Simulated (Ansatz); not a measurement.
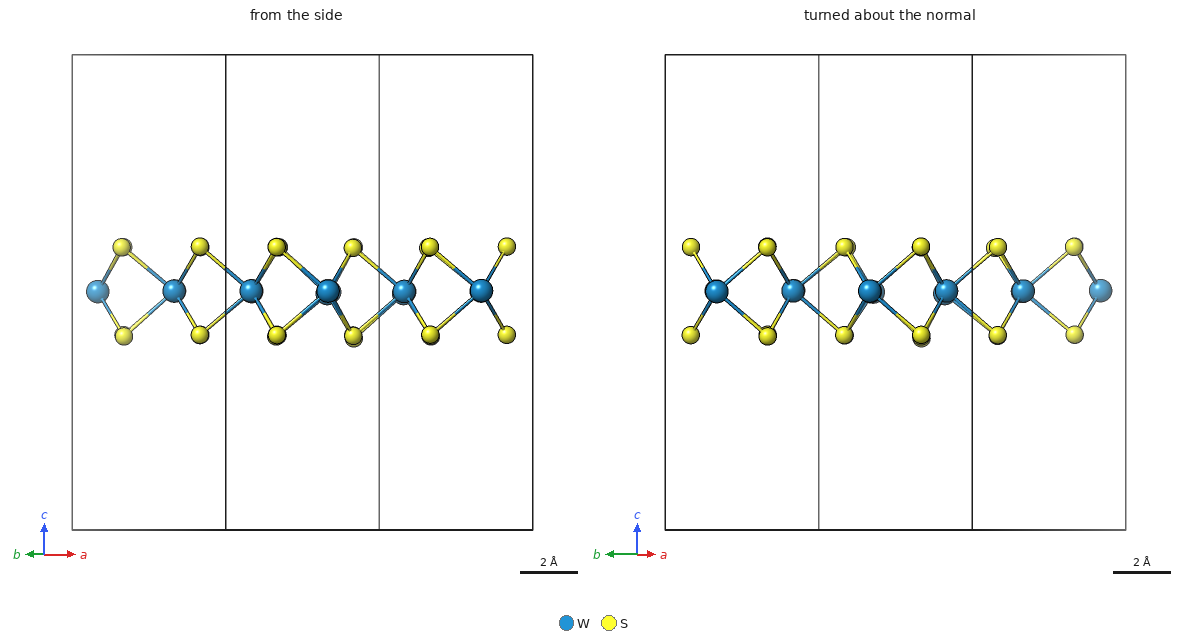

A ball-and-stick picture of a periodic sheet, seen from the side and turned about the normal. The surface normal points up in side views; the box is the simulation cell.

The cell holds 12 W, 23 S.

Q: Give the termination of both faces.

A: The top face ends in S, the bottom face in S.

Q: How far apart are the outermost atoms along the normal?

A: About 3.3 Å from the lowest to the highest atom, with about 14 Å of vacuum to the next image.

Q: What layers make up the slab, from top to bottom?

A: Three planes: S / W / S.

Q: What is bonded to what?

A: Each S atom is coordinated by three W in a trigonal pyramidal arrangement at about 2.4 Å. Not all metal-metal contacts are counted. The bonds build W12S23 layers parallel to the surface.

It goes back to a structure listed in the Materials Project, repeated into a supercell with a point defect put in. The atoms were relaxed in a fixed cell with DFT PBE+D3(BJ), scalar-relativistic, plane waves, PAW (Ansatz).
